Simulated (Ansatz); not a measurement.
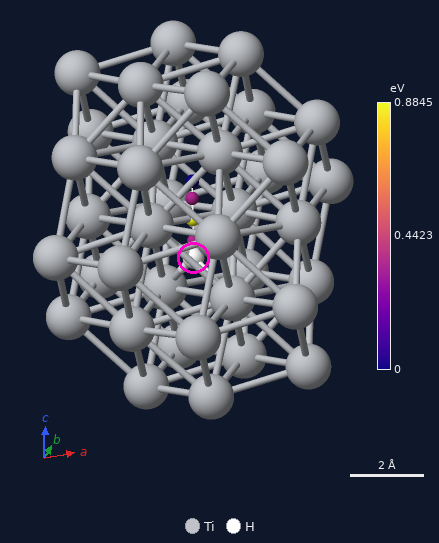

A search for the minimum-energy path of a defect cell of composition Ti18H (19 atoms in the cell) by the nudged elastic band. Images are numbered from 0 (start) to 4 (end). The start is drawn whole; smaller spheres mark the moving atoms (H) in the later images, joined by lines and coloured by the energy of the image relative to the start. The picture is a ball-and-stick view of the atoms within 5.3 Å of the middle of the path, seen slightly off an axis. The moving atom is ringed, with any periodic copies. Bonds to atoms that aren't drawn are left out.

The calculation used Ansatz, DFT PBEsol, scalar-relativistic, plane waves, PAW.

Input
```yaml
crystal:
  lattice:
    - [4.3506528002, -2.5118505654, -4.5909904469]
    - [-4.3506528002, -2.5118505654, -4.5909904469]
    - [0.0, 5.0237011307, -4.5909904469]
  atoms:
    - { symbol: Ti, position: [0.1402806688, 0.4720973128, 0.138213852] }
    - { symbol: Ti, position: [0.8048727526, 0.4720972281, 0.4736218671] }
    - { symbol: Ti, position: [0.4720930158, 0.1402738858, 0.138230701] }
    - { symbol: Ti, position: [0.4677054356, 0.4676919688, 0.801040996] }
    - { symbol: Ti, position: [0.1405066367, 0.1404986247, 0.473837972] }
    - { symbol: Ti, position: [0.8100109712, 0.8100055542, 0.1433428457] }
    - { symbol: Ti, position: [0.8048844348, 0.1402756951, 0.8054332251] }
    - { symbol: Ti, position: [0.4721007228, 0.8048807415, 0.4736209346] }
    - { symbol: Ti, position: [0.1402824523, 0.8048762662, 0.805439585] }
    - { symbol: Ti, position: [0.1925031405, 0.1924981085, 0.8617505454] }
    - { symbol: Ti, position: [0.8613189862, 0.1945693538, 0.1946476335] }
    - { symbol: Ti, position: [0.5212790143, 0.8684506194, 0.8546130068] }
    - { symbol: Ti, position: [0.5284202681, 0.1925118697, 0.525845915] }
    - { symbol: Ti, position: [0.1945659439, 0.8613348427, 0.1946744188] }
    - { symbol: Ti, position: [0.8684716414, 0.5212835631, 0.8545981705] }
    - { symbol: Ti, position: [0.8613356582, 0.8613246706, 0.5278937483] }
    - { symbol: Ti, position: [0.5212604688, 0.5212779333, 0.2017964043] }
    - { symbol: Ti, position: [0.1924995938, 0.5284221677, 0.525826493] }
    - { symbol: H, position: [0.6732824658, 0.6732643531, 0.0066148523] }
basis:
  ecutwfc: 420
  xc_grid: 2
kpoints:
  mp_grid: { grid: [4, 4, 4], shift: [0.5, 0.5, 0.5] }
hamiltonian:
  xc: pbesol
scf:
  occupations: { method: gaussian, width: 0.1 }
output:
  forces: true
neb:
  images: 3
  f_tol: 0.05
  max_iterations: 70
  order_check: false
  final_atoms:
    - { symbol: Ti, position: [0.1387673894, 0.4719984906, 0.1386589145] }
    - { symbol: Ti, position: [0.8120543191, 0.464882714, 0.4787203265] }
    - { symbol: Ti, position: [0.4720143472, 0.1387639795, 0.1386856998] }
    - { symbol: Ti, position: [0.4719976751, 0.4720086628, 0.805439585] }
    - { symbol: Ti, position: [0.1408301928, 0.1408352248, 0.4715827879] }
    - { symbol: Ti, position: [0.8120728646, 0.8120554, 0.131536929] }
    - { symbol: Ti, position: [0.8049130652, 0.1408214637, 0.8074874184] }
    - { symbol: Ti, position: [0.4648616919, 0.8120497702, 0.4787351628] }
    - { symbol: Ti, position: [0.1408337396, 0.8049111656, 0.8075068403] }
    - { symbol: Ti, position: [0.1928266967, 0.1928347086, 0.8594953613] }
    - { symbol: Ti, position: [0.8612403175, 0.1930594475, 0.1951026323] }
    - { symbol: Ti, position: [0.5284605807, 0.8612361053, 0.8597114663] }
    - { symbol: Ti, position: [0.5284488986, 0.1930576382, 0.5279001082] }
    - { symbol: Ti, position: [0.1930526645, 0.8612360205, 0.1951194813] }
    - { symbol: Ti, position: [0.8612326106, 0.5284525919, 0.8597123987] }
    - { symbol: Ti, position: [0.8656278978, 0.8656413646, 0.5322923373] }
    - { symbol: Ti, position: [0.5233223621, 0.5233277791, 0.1899904876] }
    - { symbol: Ti, position: [0.193050881, 0.5284570671, 0.5278937483] }
    - { symbol: H, position: [0.6600508675, 0.6600689802, 0.326718481] }
```

Launched with:
```bash
ansatz run input.yaml --threads 4 --pin off --max-ram 8192MiB --backend cpu --events-out ev --progress --plain --runs-dir out
```

### Describe the path and its energy.

The H atom travels furthest, 2.15 Å from end to end, along +c, on a straight line. At the highest image its nearest neighbour (Ti) is 1.72 Å away, against 1.81 Å at the start, and the surrounding atoms stand up to 0.25 Å off the mean of their end positions. The two ends have the same energy, and the highest point, image 2, lies 0.88 eV above the start. The band converged in 5 iterations, with a climbing image at the top.

Limits of the set-up: the periodic images lie only 6.8 Å apart, so the values are limited by the cell's size.

The run took 11 min on 4 threads of Intel(R) Xeon(R) Platinum 8259CL CPU @ 2.50GHz (Skylake/Cascade Lake) (shared host), peak memory 3.7 GiB.
